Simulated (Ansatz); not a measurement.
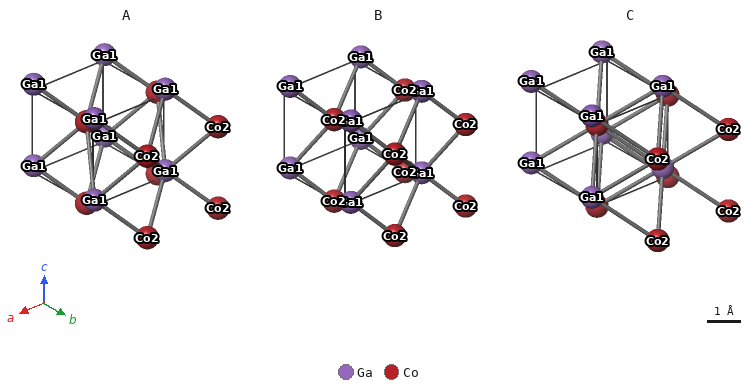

3 geometries from one relaxation of a crystal of GaCo (set up in P1), in shuffled order. The picture is a ball-and-stick view of the cell of the calculation, repeated 2 × 2 × 2 with one cell outlined, seen from a free direction.

Computed with DFT PBE, scalar-relativistic, plane waves, PAW in Ansatz 0.2.0. Set-up: plane-wave cutoff 420 eV; k-point mesh 12 × 12 × 12; occupations gaussian; smearing width 0.15 eV; collinear spin; atoms relaxed in a fixed cell; force threshold 0.01 eV/Å; at most 80 steps.

### Put them in the order of the run, from the start to the converged end.

B, A, C. They are steps 0, 1, 3, at +1388 meV per atom, +357 meV per atom relative to the last. The largest moves, 0.37 Å, are those of Ga1 and Co2. Ga1 goes along [2 −3 1]. By element the largest moves are Ga 0.37 Å, Co 0.37 Å. The cell stays as it was. Among the contacts that change: Ga1–Co2 3.194 → 2.496 Å, Ga1–Co2 (another image) 1.838 → 2.495 Å, Ga1–Co2 (another image) 3.000 → 2.496 Å, Ga1–Co2 (another image) 2.870 → 2.496 Å. New bonds form: Ga1–Co2 (3.00 → 2.50 Å), Ga1–Co2 (3.19 → 2.50 Å). Among the angles between lasting bonds that change: Co2–Ga1–Co2 146.6° → 180.0°, Ga1–Co2–Ga1 146.6° → 180.0°, Ga1–Co2–Ga1 135.3° → 109.5°. The space group (tolerance 0.01 Å) goes from P1 (No. 1) to Pm-3m (No. 221). After 3 geometry steps the energy has fallen by 1388 meV per atom. The largest force component goes from 7.2 to 0.0014 eV/Å. The program noted that the starting moments weren't kept. The run may lie on a higher electronic state than the lowest, so the end point isn't shown to be the ground-state structure.
